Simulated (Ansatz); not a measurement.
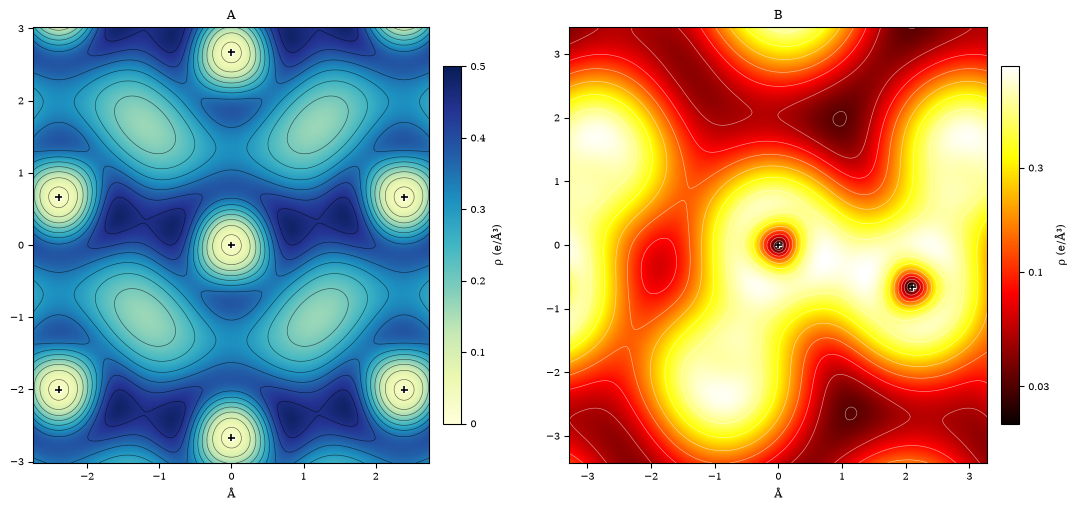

The valence electron density of 2 systems, each on a plane through atoms (crosses mark nuclei in the plane).

Level of theory: Ansatz 0.2.0, DFT r2SCAN, scalar-relativistic, plane waves, PAW.

System 1: MoP₄, the (101) plane of the conventional cell. Space group P-1; changed on purpose from its base cell (strain +0.0150 x Voigt [0, 0, 0, 0, 0, 1], atoms carried along); computed without spin polarisation.

```yaml
crystal:
  lattice:
    - [-5.32432, -0.03993, 0.01229]
    - [-2.06850, -0.01551, 5.48364]
    - [-2.62028, 5.56336, 0.00615]
  atoms:
    - { symbol: Mo, position: [0.94049, 0.25000, 0.11902] }
    - { symbol: Mo, position: [0.05951, 0.75000, 0.88098] }
    - { symbol: P, position: [0.62710, 0.68361, 0.18727] }
    - { symbol: P, position: [0.18563, 0.81639, 0.18727] }
    - { symbol: P, position: [0.37290, 0.31639, 0.81273] }
    - { symbol: P, position: [0.81437, 0.18361, 0.81273] }
    - { symbol: P, position: [0.49898, 0.18899, 0.44613] }
    - { symbol: P, position: [0.05488, 0.31101, 0.44613] }
    - { symbol: P, position: [0.50102, 0.81101, 0.55387] }
    - { symbol: P, position: [0.94512, 0.68899, 0.55387] }
```

System 2: Si, the (010) plane of the standardised cell. Space group Imma; a structure from a database of computed crystals, not necessarily the ambient phase; changed on purpose from its base cell (all atoms moved at random, sigma 0.15 A a component, cell strained at random, sigma 0.01; relaxed back).

```xyz
4
Lattice="4.7857 0.0001 0.0000 0.0000 4.7789 0.0000 -0.0001 0.0000 2.6687" Properties=species:S:1:pos:R:3 pbc="T T T"
Si    2.3928    0.0000    0.6672
Si    0.0000    2.3894    2.0016
Si    0.0000    0.0000    1.3281
Si    2.3928    2.3894    2.6625
```

Q: Which map belongs to which system?

A: Panel A is system 2, Si: the plane holds Si. Si–Si (2.48 Å): ρ is about 0.45 e/Å³ halfway. Panel B is system 1, MoP₄: the plane holds P. P–P (2.21 Å): the density is about 0.8 e/Å³ at the midpoint.
